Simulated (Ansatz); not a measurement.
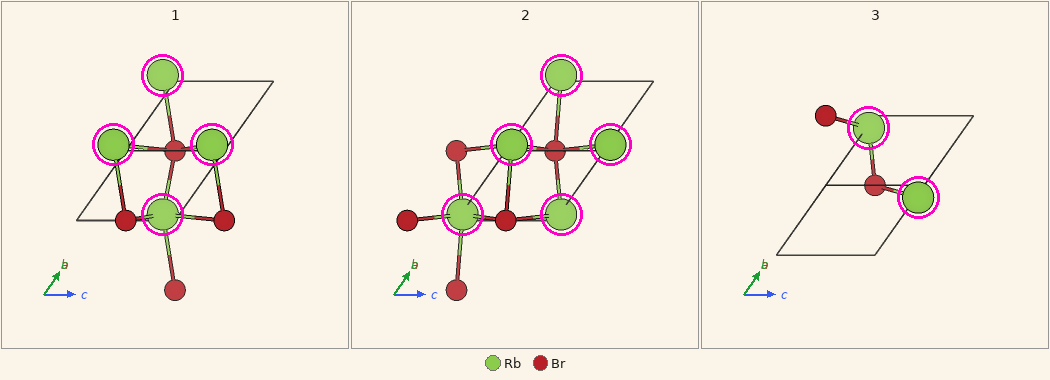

RbBr (Fm-3m, No. 225; 2 atoms in the cell). Atom Rb1 is moved over a plane while all other atoms and the cell stay fixed (its periodic images move with it) (x, y and z along the cube axes). The first coordinate is: shift of Rb1 along the Cartesian direction [1 1 0]; the second: shift of Rb1 along z. The grid has 5 × 5 points; 9 points were computed and 16 follow by symmetry. Points are written as (first, second). Energies: meV per cell, counted from the lowest grid point. The reference cell is the one listed in the database, not relaxed at this level. All numbers below come from DFT LDA, scalar-relativistic, plane waves, PAW in Ansatz. Settings: cutoff 420 eV, k-mesh 6×6×6, gaussian smearing 0.05 eV, no spin polarisation.

The numbered pictures are structures from this grid. Rings mark the moved atoms.

Rank them by energy, lowest first.

2, at (0.3 Å, 0.3 Å): 91 meV; 1, at (−0.6 Å, 0.3 Å): 229 meV; 3, at (−0.3 Å, −0.6 Å): 314 meV.

The map, with the structures marked:

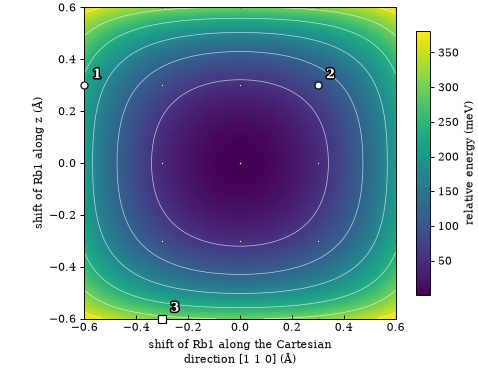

The picture shows a smooth colour map with a few white contour lines, dots at the grid points. Between grid points the surface is interpolated.
